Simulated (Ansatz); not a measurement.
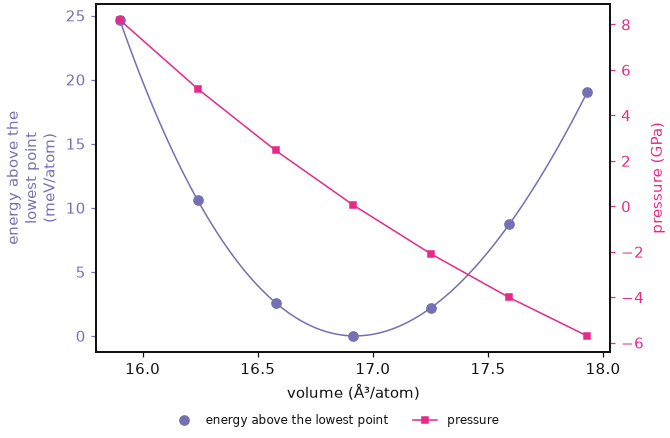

The plot gives the computed energy above the lowest point and pressure against volume for SnO₃, space group Pm-3m (No. 221) (one of a set of cubic test structures, which need not be the stable phase).

How it was computed, with Ansatz 0.2.0 development build: equation of state of a cubic crystal from periodic Kohn-Sham density functional theory without spin, third-order Birch-Murnaghan fit to the free energies; pressure corrected for the finite basis. Level: PBE.

```json
{"setting": "structure type", "value": "ReO3"}
{"setting": "atoms in cell", "value": "4"}
{"setting": "space group number", "value": "221"}
{"setting": "lattice centring", "value": "simple cubic"}
{"setting": "k mesh", "value": "27×27×27"}
{"setting": "occupation method", "value": "Fermi–Dirac"}
{"setting": "occupation width", "value": "0.06123 eV"}
{"setting": "wave cutoff", "value": "420 eV"}
{"setting": "datasets", "value": "soft-1 PAW"}
{"setting": "density tolerance", "value": "1e-07 eV"}
{"setting": "bands", "value": "20"}
{"setting": "density cutoff ratio", "value": "4"}
{"setting": "search for lower states", "value": "default"}
```

Question: What equilibrium volume and bulk modulus follow from the curve?

Answer: A third-order Birch–Murnaghan fit gives V0 = 16.92 Å³/atom, B0 = 113 GPa and B′ = 4.8.

Question: Read off the course of the pressure.

Answer: It falls from 8.2 GPa at volume 15.90 Å³/atom to −5.7 GPa at 17.93 Å³/atom, and changes sign near 16.92 Å³/atom.

Keep in mind: cubic model structure, not the ambient form; no spin polarisation, a magnetic state may lie lower.
